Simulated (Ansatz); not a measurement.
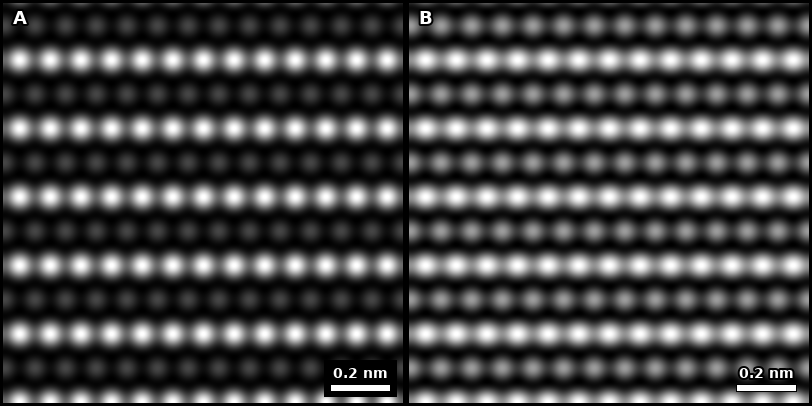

Two simulated images of the same area of TiO₂ (Fm-3m, No. 225) along [210], with a probe of 0.75 Å. One is incoherent Z contrast (Z^1.7 per atom), the other the projected potential of neutral atoms blurred by the probe (iDPC-like, thin sample). Brightness is counted from the darkest point of the image. Structure: the geometry given to an electronic-structure calculation, possibly off equilibrium; the starting structure was generated, so it need not be a known form of this composition.

Q: Which panel is which, and how can one tell?

A is the Z-contrast image and B the potential image. The columns of 2 O per repeat reach about 27 % of the brightest peak (1 Ti) in A but about 61 % in B, mainly since the potential grows much more slowly with atomic number.
